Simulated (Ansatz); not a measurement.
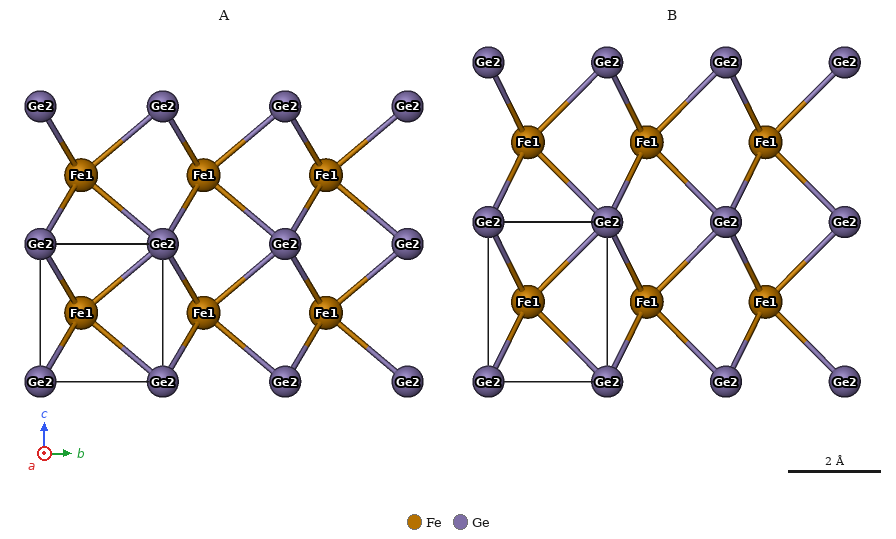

Two geometries of crystalline FeGe (a generated structure, set up in P-6m2) (coarse preliminary run), drawn at one scale. One is the start of a relaxation, the other its converged end. The picture is a ball-and-stick view of the cell of the calculation, repeated 1 × 3 × 2 with one cell outlined, seen along the a axis.

Theory: DFT PBE, scalar-relativistic, plane waves, PAW (Ansatz). Settings: plane-wave cutoff 420 eV; k-point mesh 6 × 6 × 6; occupations gaussian; smearing width 0.1 eV; collinear spin; cell and atoms relaxed; force threshold 0.04 eV/Å; at most 70 steps.

Which geometry has the lower energy?

Structure B is the relaxed one. Over 7 accepted moves (10 points after the start) the energy falls by 138 meV per atom. All forces vanish by symmetry, so only the cell relaxes. The pressure goes from 21.51 to −0.13 GPa. The line search rejected the trial step at point 5 of the run. At 2 points the geometry stayed and the basis and grid were re-selected for the new cell (energy shift of 7.8 meV per atom at most each time). No atom moves by more than 0.005 Å relative to the cell. Cell: a = b 3.086 → 2.995 Å (−3.0 %), c 3.005 → 3.484 Å (+16.0 %). Volume +9.2 %. Among the contacts that change: Fe1–Ge2 2.331 → 2.455 Å. Bond angles that change, for instance: Fe1–Ge2–Fe1 80.3° → 90.4°, Ge2–Fe1–Ge2 80.3° → 90.4°, Ge2–Fe1–Ge2 82.9° → 75.2°. The space group stays P-6m2 (No. 187).
